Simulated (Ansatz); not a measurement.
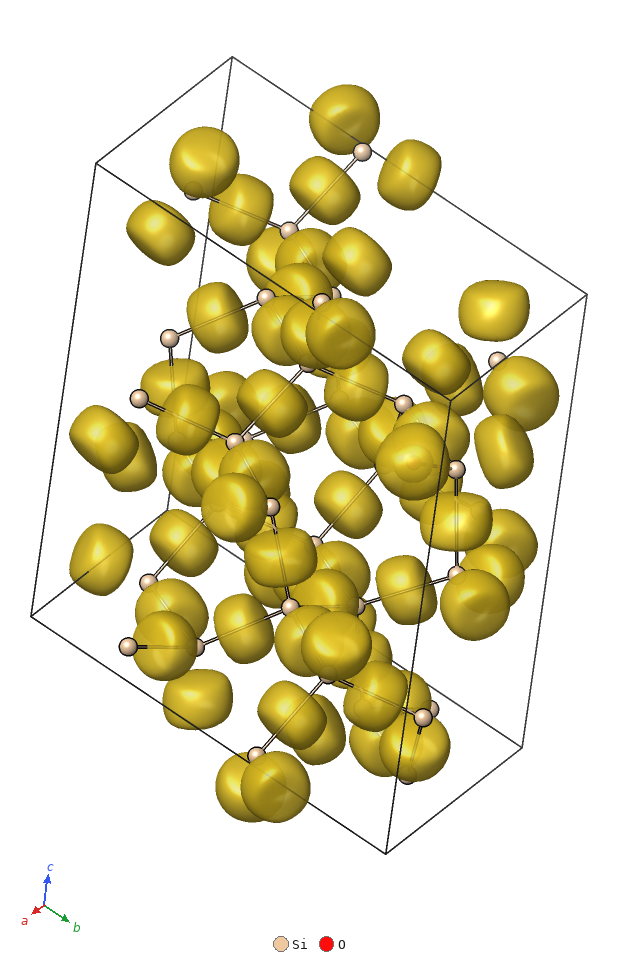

The picture shows: Si₃₂O (cell with a defect). Isosurface of the ELF at 0.75 (yellow), seen slightly off an axis. Core shells and regions of very low density are left out. Sticks mark near contacts.

Computed with DFT PBE, scalar-relativistic, plane waves, PAW in Ansatz 0.2.0.

Core electrons are frozen (PAW), and the valence fields are smoothed inside the atomic spheres.

Identify the bonds, lone pairs and shells in this picture.

Answer. At this value the surface marks out 63 regions between bonded Si–Si atoms (shared pairs) and one region on O in which the atom's valence shell and bonds are merged, counted in one cell of 33 atoms. Any copies at cell faces, edges or corners count once.

Values along the shortest contacts:
Si–O (1.63 Å): the ELF peaks at about 0.85 between the atoms (a short, strongly polar bond). Si–Si (2.31 Å): the ELF peaks at about 0.95 between the atoms, as expected for a covalent bond.

Does the calculation give a band gap?

Answer. It is gapped, with a Kohn–Sham gap of 0.90 eV on the k-point mesh (the band edges may lie off the mesh, which would make the gap smaller).
